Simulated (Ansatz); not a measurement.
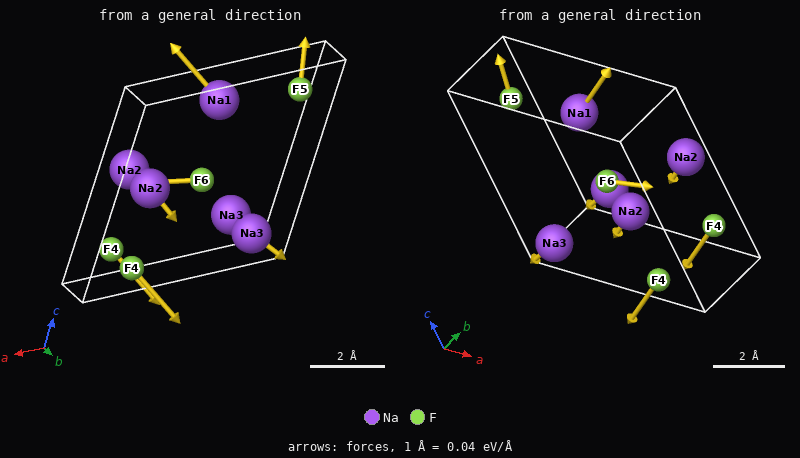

Spheres-only drawing of the structure, looking from two general directions. The frame is the simulation cell; atoms at its boundary are shown with their periodic copies. The arrows are the computed forces on the atoms.

System: NaF. Results below were computed with DFT LDA, scalar-relativistic, plane waves, PAW in Ansatz 0.2.0; the settings were plane-wave cutoff 420 eV, Brillouin-zone sampling on a 6×8×6 mesh, Gaussian smearing of 0.02 eV, no spin polarisation.

Is this an equilibrium geometry?

Answer. No. The atoms still feel forces of up to about 0.07 eV/Å, above a usual threshold of 0.01 to 0.03 eV/Å.

List the mean force on each species.

Answer. Mean magnitudes: about Na 0.04 eV/Å, F 0.055 eV/Å.

Its origin is a structure type filled with these elements by a generator (whether the compound takes this form wasn't checked). Earlier steps of the study may have refined or changed the cell and positions. It went into a calculation with Ansatz.
